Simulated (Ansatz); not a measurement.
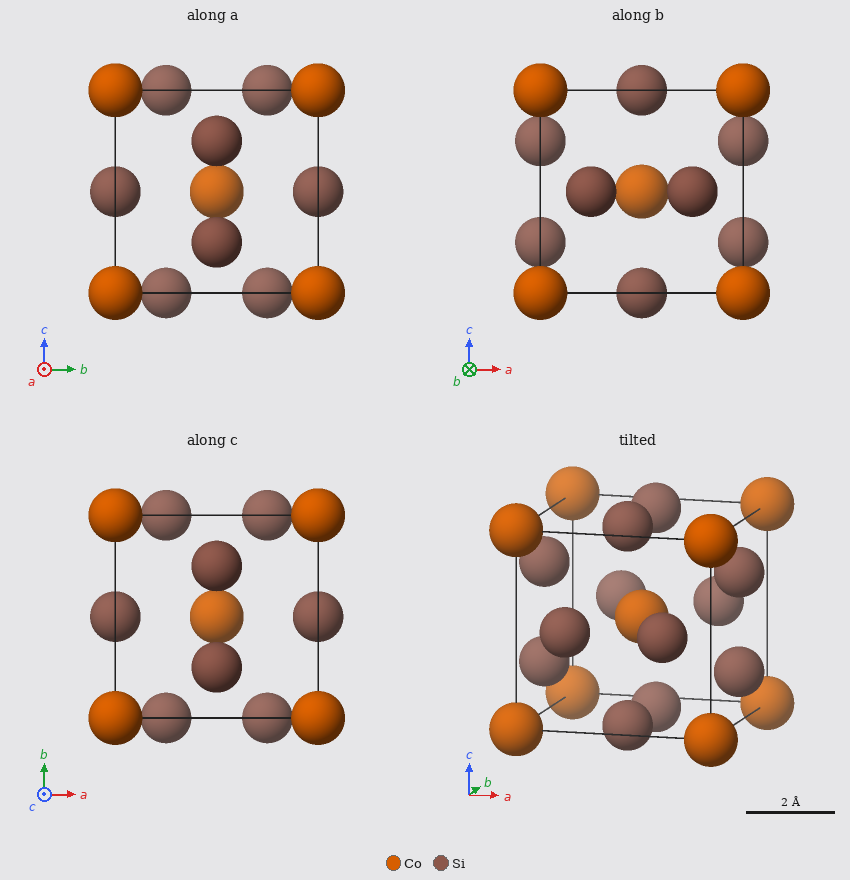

The crystal in a spheres-only representation, seen along the a axis, along the b axis, along the c axis and slightly off an axis. The frame is the conventional unit cell; atoms at its boundary are shown with their periodic copies.

Lattice parameters: a = 4.6510 Å, b = 4.6510 Å, c = 4.6510 Å, α = 90.000°, β = 90.000°, γ = 90.000°.

### Write down what is shown as a CIF with its space group and independent sites.

```cif
data_structure
_symmetry_space_group_name_H-M 'P m -3 n'
_symmetry_Int_Tables_number 223
_cell_length_a 4.6510
_cell_length_b 4.6510
_cell_length_c 4.6510
_cell_angle_alpha 90.000
_cell_angle_beta 90.000
_cell_angle_gamma 90.000
_cell_volume 100.61
loop_
_atom_site_label
_atom_site_type_symbol
_atom_site_symmetry_multiplicity
_atom_site_Wyckoff_symbol
_atom_site_fract_x
_atom_site_fract_y
_atom_site_fract_z
_atom_site_occupancy
Co1 Co 2 a 0.0000 0.0000 0.0000 1
Si1 Si 6 c 0.0000 0.5000 0.2500 1
```

The structure was taken from a structure type filled with these elements by a generator (whether the compound takes this form wasn't checked). It is drawn as it came out of a relaxation with DFT PBE, scalar-relativistic, plane waves, PAW (Ansatz).
